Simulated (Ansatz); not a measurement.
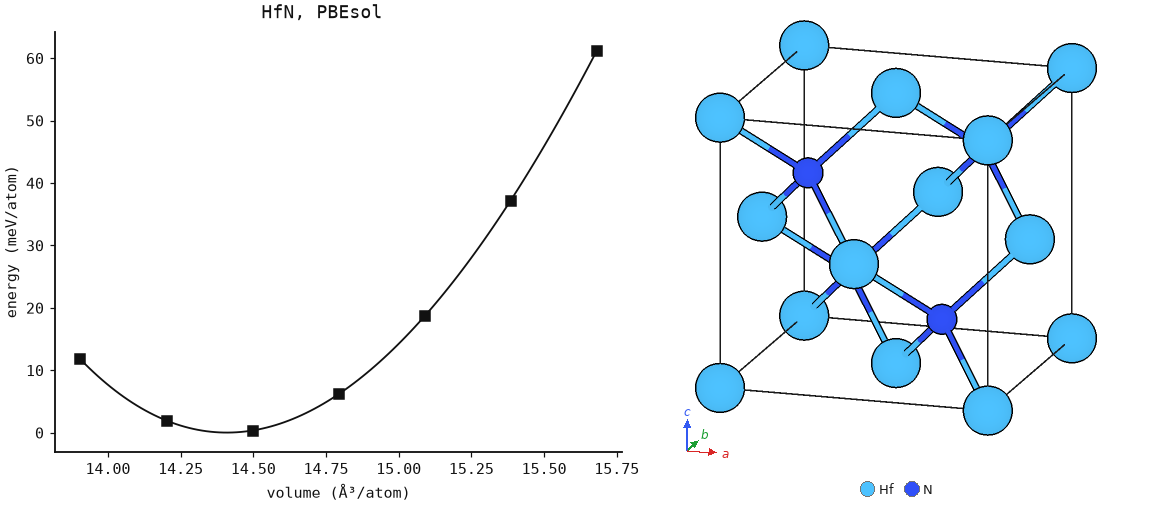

The plot gives the computed energy against volume for HfN, space group F-43m (No. 216). The conventional cell is drawn beside the plot.

The given structure:
```xyz
2
Lattice="0.0000 2.4548 2.4548 2.4548 0.0000 2.4548 2.4548 2.4548 0.0000" Properties=species:S:1:pos:R:3 pbc="T T T"
Hf    0.0000    0.0000    0.0000
N     1.2274    1.2274    1.2274
```

How it was computed, with Ansatz 0.2.0: all-electron LAPW DFT, no spin polarisation; energies at scaled volumes of the given cell, shape and fractions fixed, counted from the fit's minimum, third-order Birch-Murnaghan fit. Level: PBEsol.

- k mesh: 9×9×9
- occupations: Fermi–Dirac
- smearing width: 0.05 eV
- potentials: all electron LAPW, scalar relativistic
- program settings: basis error eV/atom 0.0005

From this curve and the settings, what does the calculation give for the pressure at the same points?

The pressure falls from 7.72 GPa at volume 13.91 Å³/atom to −14.36 GPa at 15.68 Å³/atom, and changes sign near 14.41 Å³/atom.

```json
{"volume (Å³/atom)": "13.91", "pressure (GPa)": "7.72"}
{"volume (Å³/atom)": "14.20", "pressure (GPa)": "3.00"}
{"volume (Å³/atom)": "14.50", "pressure (GPa)": "-1.22"}
{"volume (Å³/atom)": "14.79", "pressure (GPa)": "-5.02"}
{"volume (Å³/atom)": "15.09", "pressure (GPa)": "-8.45"}
{"volume (Å³/atom)": "15.38", "pressure (GPa)": "-11.56"}
{"volume (Å³/atom)": "15.68", "pressure (GPa)": "-14.36"}
```
